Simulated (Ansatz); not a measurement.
## Run report: GaN, band-structure calculation

System: GaN (Immm, 2 atoms in the cell).
Method: DFT, r2SCAN, plane waves, PAW, no spin polarisation (Ansatz 0.2.0).

The structure was built on a prototype by a generator. The geometry comes from this level: r2SCAN (a point of a series of strains). It belongs to a series of runs on one base structure; here: shear_xy strain +1.0%.

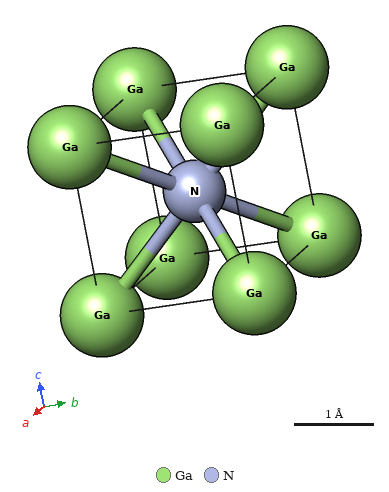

The structure as given in the input (ball-and-stick view of the reduced cell, seen slightly off an axis). Near neighbours in the crystal (not all of them lie inside the picture): Ga has 6 N at 2.11 Å; N has 6 Ga at 2.11 Å.

**Results in brief**

```tsv
quantity	value
outcome	converged
space group (tolerance 0.01 Å)	Immm (71)
electrons treated	18
free energy	−4175.4360 eV
Fermi energy	13.072 eV
gap on the k-point mesh	1.15 eV
pressure	−0.01 GPa
largest force (length of the vector)	under 0.001 eV/Å
hardware	2 threads of an Arm (aarch64) CPU, shared host
wall time	7 s (CPU time 14 s)
peak memory	0.39 GiB
```

**The input**
```yaml
crystal:
  lattice:
    - [0.0105425762, 2.1085152362, 2.1085152362]
    - [2.1085152362, 0.0105425762, 2.1085152362]
    - [2.1190578124, 2.1190578124, 0.0]
  atoms:
    - { symbol: Ga, position: [0.0, 0.0, 0.0] }
    - { symbol: "N", position: [0.5, 0.5, 0.5] }
kpoints:
  mp_grid: { grid: [10, 10, 10] }
  band_path:
    path:
      - [0.0, 0.0, 0.0]
      - [0.5, 0.0, 0.5]
      - [0.625, 0.25, 0.625]
      - [0.375, 0.375, 0.75]
      - [0.5, 0.5, 0.5]
      - [0.5, 0.25, 0.75]
      - [0.174479, 0.174479, 0.348958]
      - [0.5, 0.5, 0.0]
    npoints: 1
hamiltonian:
  xc: r2scan
scf:
  occupations: { method: fixed }
  n_extra_bands: 4
output:
  forces: true
  stress: true
  eigenvalues: true
  write_density: true
  write_potential: true
  elf: true
  volumetric_format: npy
```

Run as:
```bash
ansatz run input.yaml --threads 2 --pin off --max-ram 2211MiB --backend cpu --events-out ev --progress --plain --runs-dir out
```

**Log**
```
scf.n_extra_bands = 4 over 9 filled bands (N_el = 18.0): the run solves 13 bands
Engine: ansatz 0.2.0, aarch64-unknown-linux-gnu
Pseudopotentials: kind: paw
Pseudopotential: Ga, paw, valence charge 13, recommended cutoff 500 eV (meta_gga), Ga.paw.azcp
Pseudopotential: N, paw, valence charge 5, recommended cutoff 500 eV (meta_gga), N.paw.azcp
Functional definition: r2SCAN
  parameter k0 = 0.174
  parameter k1 = 0.065
  parameter a1 = 4.9479
  exchange = r2scan_x(k0 = k0, k1 = k1, a1 = a1)
  correlation = r2scan_c
Crystal: 2 atoms, lattice volume = 18.748 Å³
Basis set: ecut = 500 eV, 503 PW (Γ), exchange–correlation on 96×96×96 points (64 copies of the dense FFT grid, shifted against one another)
Bands: 13, of which v1, the nominal top of the filled ones, is band 9 counted from 1 (8 counted from 0)
Symmetry: 8 space group operations
Space group: Immm (ITA 71), of the structure as read, at distance tolerance 2.7e-5 Å
k-points: 171 of 1000
Non-local potential: Ga, projectors of the file, l = 0: 2, l = 1: 2, l = 2: 3, l = 3: 1
Non-local potential: N, projectors of the file, l = 0: 2, l = 1: 2, l = 2: 1
PAW form: soft (Blöchl's): semilocal exchange-correlation on the pseudo side does not see the compensation charge
PAW frozen core: Ga, regenerated for the run's functional (the file was generated under x = pbe(κ = 0.804, μ = 0.2195149727645171), c = pbe(β = 0.06672455060314922))
PAW frozen core: N, regenerated for the run's functional (the file was generated under x = pbe(κ = 0.804, μ = 0.2195149727645171), c = pbe(β = 0.06672455060314922))
PAW one-centre angular grid: Ga, 590 points (default); XC on 160 Gauss nodes
PAW one-centre angular grid: N, 302 points (default); XC on 160 Gauss nodes
Initial density: superposition of atomic densities (neutral atoms: chi_scale 0, normalization atom), corrected by the library's trained network
Initial wavefunctions: pseudopotential atomic-orbital guess
Functional: x = r2scan, c = r2scan; τ floored in thin density (d = 2e-4 eV/Å³)
SCF iter   1: F=—  HF=-4175.380206 eV  |F-HF|=—  |Δ(HF+E_count)|=         —  Δρ=1.66e-2  dr2=1.81e-2  dr2_τ=9.31e-2  ethr=1.77e-3  ⟨swp⟩=4.2  Hψ=10264  notcnv=0  defer=242
preconditioner: auto → none  [insulator: Δε(μ)=1.101 eV  Ē_g=20.646 eV  n_scr=8 (ndim 8)  ℏωp=36.4 eV  f_vac=0.000  ε∞_Penn≈4.1]
SCF iter   2: F=—  HF=-4175.435716 eV  |F-HF|=—  |Δ(HF+E_count)|=   5.55e-2  Δρ=6.88e-3  dr2=4.74e-3  dr2_τ=8.86e-5  ethr=1.00e-4  ⟨swp⟩=2.3  Hψ=5542  notcnv=0  defer=333
SCF iter   3: F=—  HF=-4175.436085 eV  |F-HF|=—  |Δ(HF+E_count)|=   3.69e-4  Δρ=4.10e-3  dr2=1.13e-3  dr2_τ=1.22e-4  ethr=2.63e-5  ⟨swp⟩=2.5  Hψ=3880  notcnv=0  defer=341
SCF iter   4: F=—  HF=-4175.436059 eV  |F-HF|=—  |Δ(HF+E_count)|=   2.57e-5  Δρ=1.00e-3  dr2=1.45e-4  dr2_τ=4.04e-5  ethr=6.30e-6  ⟨swp⟩=2.7  Hψ=3861  notcnv=0  defer=342
SCF iter   5: F=—  HF=-4175.436036 eV  |F-HF|=—  |Δ(HF+E_count)|=   2.35e-5  Δρ=1.74e-4  dr2=5.54e-6  dr2_τ=3.57e-7  ethr=8.04e-7  ⟨swp⟩=2.1  Hψ=3129  notcnv=0  defer=214
SCF iter   6: F=—  HF=-4175.436033 eV  |F-HF|=—  |Δ(HF+E_count)|=   2.32e-6  Δρ=1.09e-4  dr2=2.22e-6  dr2_τ=1.55e-7  ethr=3.08e-8  ⟨swp⟩=2.0  Hψ=3722  notcnv=0
SCF iter   7: F=—  HF=-4175.436033 eV  |F-HF|=—  |Δ(HF+E_count)|=   3.88e-7  Δρ=5.40e-5  dr2=5.56e-7  dr2_τ=6.61e-9  ethr=1.24e-8  ⟨swp⟩=1.0  Hψ=2226  notcnv=0
SCF iter   8: F=-4175.436033 eV  HF=-4175.436033 eV  |F-HF|=2.06e-8  |Δ(HF+E_count)|=   1.16e-7  Δρ=1.27e-5  dr2=3.16e-8  dr2_τ=3.19e-10  ethr=5.56e-10  ⟨swp⟩=7.2  Hψ=14534  notcnv=0
SCF 1 converged in 8 iterations: F = -4175.436033 eV  dr2 = 3.16e-8
  greatest PAW one-centre occupation: 0.996 electrons in one spin orbital (limit 2), on the Ga atom at site 0 (counted from 0), in its partial waves of l = 2
NSCF: frozen V_eff on 8 k-points
SCF converged after 8 iterations
Free energy (F): -4175.436033 eV
Harris-Foulkes:  -4175.436033 eV  (|F-HF|=2.06e-8)
Internal energy: -4175.436033 eV  (E = F + TS)
E sigma→0 (E₀):  -4175.436033 eV
Fermi energy:    13.071806 eV
--- Per-component energies (eV) ---
  E_band       = 38.704264
  E_kinetic    = 248.509260
  E_local      = -1664.587309  (includes V_loc(G=0)·N_el)
  E_nonlocal   = 479.644004
  E_hartree    = 785.195281
  E_xc         = -121.590538
  E_vxc        = -143.120347  (∫ρ·V_xc dr)
  E_paw        = -2141.440371  (= ΣΔE_a)
  E_vpaw       = -459.690169  (= ΣTr[D̂ρ^β])
  E_aug_tail   = -0.000023  (compensation charges beyond the density's cutoff)
  E_vtau       = 7.559807  (kinetic-family band-sum trace: ∫τ·v_τ [+ j·A + Jᵃ·Aᵃ] dr)
  E_ewald      = -1760.483702
  E_core_change = -0.682634  (= ΣΔE_core)
  E_smearing   = -0.000000  (= −TS)
  E_closure    = 0.000000  (closes the sum)
  Σ components = -4175.436033   (vs F -4175.436033, Δ=0.00e0)
--- Forces (eV/Å), atoms counted from 1 ---
  atom   1  Ga     0.00000000     0.00000000    -0.00000000
  atom   2  N     -0.00000000     0.00000000     0.00000000
  max |Σ_I F_I| component: 3.16e-30 eV/Å
--- Stress (GPa, compression-positive) ---
        0.003646      -2.353276      -0.000000
       -2.353276       0.003646      -0.000000
       -0.000000      -0.000000      -0.030295
  P = ⅓ Tr σ = -0.0077 GPa (-0.077 kbar)
--- Band table (eV; the first three rows and the last of 171) ---
  k-point 0: bands = ["-5.0722", "-1.4413", "-1.4409", "-1.4380", "-1.3591", "-1.3584", "12.4729", "12.5378", "12.6046", "15.9137", "28.2986", "28.4528", "28.6032"]
  k-point 1: bands = ["-4.8768", "-1.4488", "-1.4362", "-1.4300", "-1.3713", "-1.3682", "11.3203", "12.5411", "12.6247", "16.8708", "26.1408", "27.8389", "27.9413"]
  k-point 2: bands = ["-4.3119", "-1.4751", "-1.4665", "-1.4633", "-1.3483", "-1.3451", "9.2208", "12.6135", "12.6861", "18.2164", "24.1399", "26.1025", "26.1624"]
  k-point 170: bands = ["-3.4549", "-1.6135", "-1.2500", "-1.1660", "-1.1602", "1.4515", "5.7780", "9.8233", "10.0188", "14.2266", "21.5432", "26.1899", "28.7769"]
```

**File bands.tsv**
```
# k_distance	band_0	band_1	band_2	band_3	band_4	band_5	band_6	band_7	band_8	band_9	band_10	band_11	band_12
# fermi_ev = 13.071806
# lock_threshold_ev = 1e-6
# [0, 0, 0] at k_distance = 0.000000
# [0.5, 0, 0.5] at k_distance = 1.490011
# [0.625, 0.25, 0.625] at k_distance = 2.016799
# [0.375, 0.375, 0.75] at k_distance = 2.932271
# [0.5, 0.5, 0.5] at k_distance = 3.843168
# [0.5, 0.25, 0.75] at k_distance = 4.896745
# [0.174479, 0.174479, 0.348958] at k_distance = 5.890374
# [0.5, 0.5, 0] at k_distance = 7.550271
# levels_relative_to = fermi_ev
# free_energy_ev = -4175.436033
# largest_residual_norms_ev = 2.153e-4 9.142e-4 3.969e-4 6.363e-4 8.454e-4 3.522e-4 6.728e-4 1.270e-3 9.400e-4 9.701e-4 1.194e-3 1.052e-3 1.111e-3
0.000000	-18.143972	-14.513144	-14.512658	-14.509833	-14.430920	-14.430163	-0.598928	-0.533993	-0.467201	2.841934	15.226792	15.380959	15.531369
1.490011	-16.526447	-14.685128	-14.321831	-14.234898	-14.234872	-11.620156	-7.293576	-3.151203	-3.150993	1.159599	8.466043	13.110636	15.740267
2.016799	-16.210539	-14.612822	-14.465160	-14.366090	-14.270033	-12.068331	-6.303100	-5.803326	-2.193832	3.779278	9.785486	12.252164	13.592230
2.932271	-16.215379	-14.616569	-14.460831	-14.362070	-14.272513	-12.079752	-6.310099	-5.865788	-2.113227	3.854493	9.757201	12.259548	13.652993
3.843168	-15.078344	-14.710254	-14.697769	-14.685942	-14.292370	-14.291912	-8.448618	-0.193208	-0.153259	5.446701	9.894207	9.967003	10.404379
4.896745	-16.179856	-14.517298	-14.502917	-14.502897	-14.234769	-11.888186	-5.484644	-5.481978	-4.604578	5.738055	10.723716	11.274299	11.302450
5.890374	-16.742605	-14.586468	-14.581727	-14.545634	-14.427860	-14.251608	-4.840984	-2.291054	0.043040	6.713944	9.836166	10.819889	11.779855
7.550271	-16.526749	-14.685355	-14.321797	-14.237759	-14.231994	-11.620298	-7.293846	-3.248525	-3.053036	1.154822	8.471401	13.118135	15.705131
```

**File rho_z.tsv**
```
# z_ang	rho[e/angstrom^3]
# format = ansatz-planar-average/11
# lattice	0.010542576	2.108515236	2.108515236
# lattice	2.108515236	0.010542576	2.108515236
# lattice	2.119057812	2.119057812	0.000000000
# sites	2
# site	31	0.000000000	0.000000000	0.000000000
# site	7	2.119057812	2.119057812	2.108515236
0.000000	2.325660e0
0.124867	2.117792e0
0.249733	1.625549e0
0.374600	1.112392e0
0.499467	7.548645e-1
0.624333	5.766976e-1
0.749200	5.243570e-1
0.874067	5.430095e-1
0.998933	5.970052e-1
1.123800	6.611794e-1
1.248667	7.156793e-1
1.373533	7.496189e-1
1.498400	7.608057e-1
1.623267	7.496189e-1
1.748134	7.156793e-1
1.873000	6.611794e-1
1.997867	5.970052e-1
2.122734	5.430095e-1
2.247600	5.243570e-1
2.372467	5.766976e-1
2.497334	7.548645e-1
2.622200	1.112392e0
2.747067	1.625549e0
2.871934	2.117792e0
```

**File v_z.tsv**
```
# z_ang	v_es[eV]	v_tot[eV]
# format = ansatz-planar-average/11
# xc	r2scan
# density_cutoff_ev	2000
# datasets	Ga=:simpson_from_first_knot:soft:shift=0	N=:simpson_from_first_knot:soft:shift=0
# lattice	0.010542576	2.108515236	2.108515236
# lattice	2.108515236	0.010542576	2.108515236
# lattice	2.119057812	2.119057812	0.000000000
# sites	2
# site	31	0.000000000	0.000000000	0.000000000
# site	7	2.119057812	2.119057812	2.108515236
0.000000	5.402361e0	-6.255508e0
0.124867	5.488280e0	-6.222899e0
0.249733	5.746315e0	-6.140202e0
0.374600	6.165805e0	-5.915992e0
0.499467	6.735927e0	-5.448825e0
0.624333	7.271073e0	-5.059663e0
0.749200	7.531287e0	-5.078919e0
0.874067	7.485409e0	-5.426687e0
0.998933	7.190857e0	-5.976789e0
1.123800	6.690075e0	-6.644197e0
1.248667	6.071370e0	-7.322126e0
1.373533	5.553840e0	-7.882891e0
1.498400	5.358237e0	-8.112285e0
1.623267	5.553840e0	-7.882891e0
1.748134	6.071370e0	-7.322126e0
1.873000	6.690075e0	-6.644197e0
1.997867	7.190857e0	-5.976789e0
2.122734	7.485409e0	-5.426687e0
2.247600	7.531287e0	-5.078919e0
2.372467	7.271073e0	-5.059663e0
2.497334	6.735927e0	-5.448825e0
2.622200	6.165805e0	-5.915992e0
2.747067	5.746315e0	-6.140202e0
2.871934	5.488280e0	-6.222899e0
```

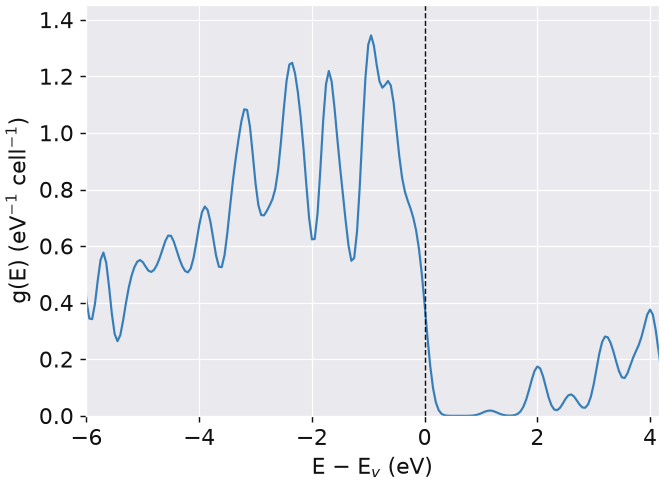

Density of states (the curve is built from the levels of the k mesh with Gaussians 0.3 eV wide, which also blur the band edges), with energies from the valence-band top. There is a gap of 1.15 eV on the k-point mesh. Small ripples come from the finite k-point mesh.

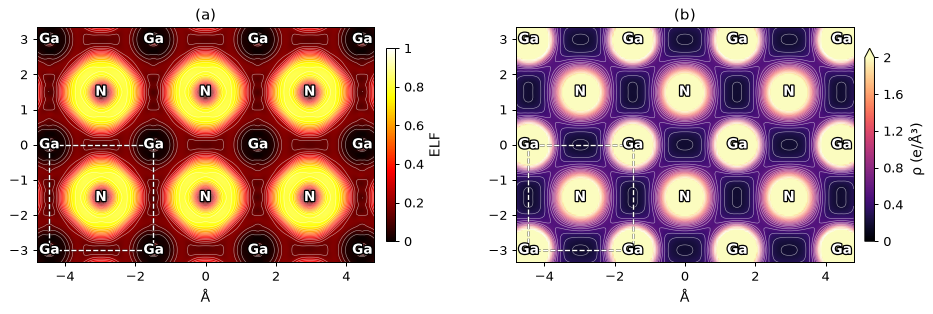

(a) electron localisation function; (b) valence pseudo-density on the (001) plane of the conventional cell. The section cuts through Ga and N sites. Ga–N (2.11 Å): ρ at the midpoint is about 0.53 e/Å³; the ELF is about 0.40 at the midpoint. Away from the nuclei the density in this plane falls to 0.18 e/Å³ at its lowest. In a PAW calculation such maps are meaningful between the atoms, not at the nuclei.

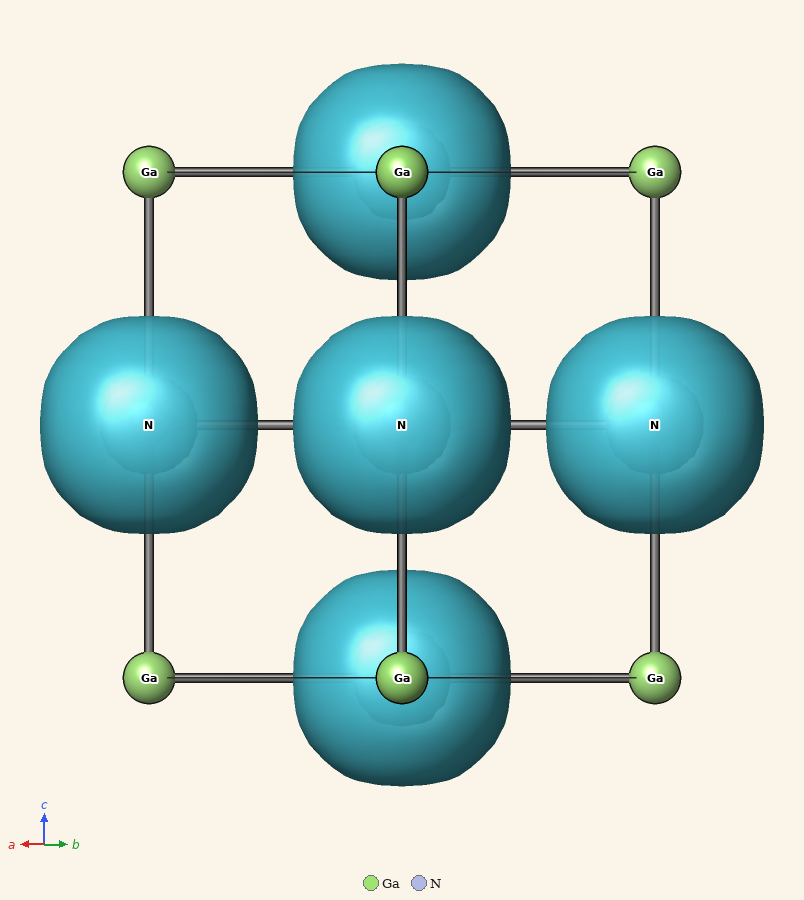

Isosurface of the ELF at 0.65 (cyan), seen along [110]. Core shells and regions of very low density are left out. Sticks mark near contacts. The outline is the cell set on symmetry axes. Profiles from the grid: Ga–N (2.11 Å): the ELF is about 0.40 at the midpoint.

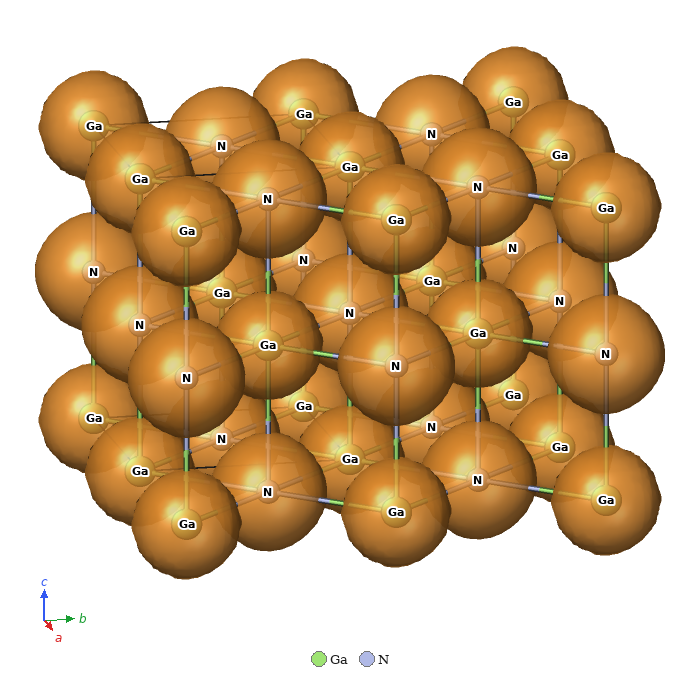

Isosurface of the valence pseudo-density at 0.8 e/Å³ (orange), seen at an oblique angle. Sticks mark near contacts. The outline is the cell set on symmetry axes. At this value the density breaks into separate islands; it holds about 75 % of the electrons treated as valence (semicore included). It is pinched off along the Ga–N (2.11 Å) contacts. On the grid the lowest density along these lines, outside the cores, is 0.51 e/Å³ (Ga–N, 2.11 Å).
